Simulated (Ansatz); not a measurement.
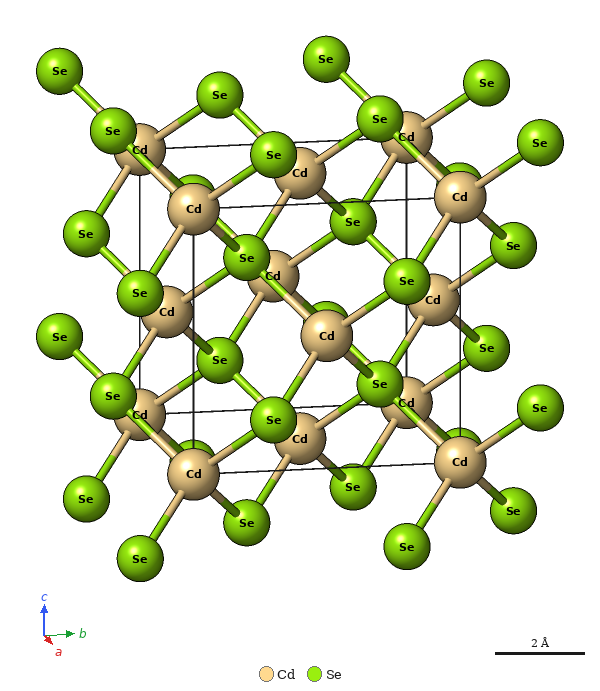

This is a symmetric starting cell of CdSe. A ball-and-stick model of the conventional cell (4 times the calculation's cell), seen slightly off an axis. Lengths and directions refer to the drawn axes.

Level of theory: Ansatz, DFT PBE, scalar-relativistic, plane waves, PAW. Settings: plane-wave cutoff 420 eV; k-point mesh 10 × 10 × 10; occupations gaussian; smearing width 0.05 eV; no spin polarisation.

Change: The cell is strained by −4.1 % along b and −2.6 % across it (volume −9.1 %), the atoms keeping their fractional coordinates. No relaxation follows. The starting cell wasn't computed here and needn't be at equilibrium, so pressure and forces aren't due to the change alone.

Input
```yaml
crystal:
  lattice:
    - [0.0, 2.9898914986, 2.9438374306]
    - [2.9898914986, 0.0, 2.9438374306]
    - [2.9898914986, 2.9898914986, 0.0]
  atoms:
    - { symbol: Cd, position: [0.0, 0.0, 0.0] }
    - { symbol: Se, position: [0.75, 0.75, 0.75] }
basis:
  ecutwfc: 420
kpoints:
  mp_grid: { grid: [10, 10, 10] }
hamiltonian:
  xc: pbe
scf:
  occupations: { method: gaussian, width: 0.05 }
output:
  forces: true
  stress: true
  eigenvalues: true
  populations: true
```

Launched with:
```bash
ansatz run input.yaml --threads 1 --pin off --max-ram 1331MiB --backend cpu --events-out ev --progress --plain --runs-dir out
```

Question: Predict the response.

Answer: Some distances before and after: Cd–Se 2.659 → 2.576 Å. The space group (tolerance 0.01 Å) goes from F-43m (No. 216) to I-4m2 (No. 119). The pressure is 7.3 GPa (not all of it need come from the change, since the unchanged cell can be under pressure at this level too). All forces vanish by symmetry.

Drawn alike, the variant:

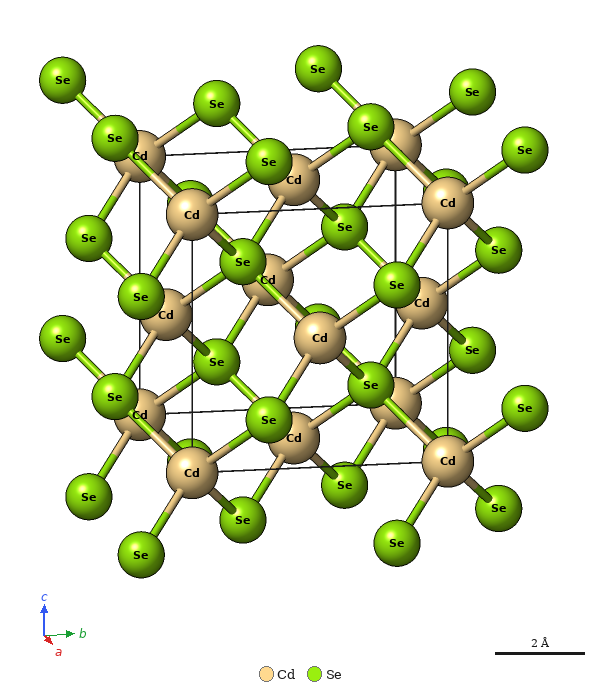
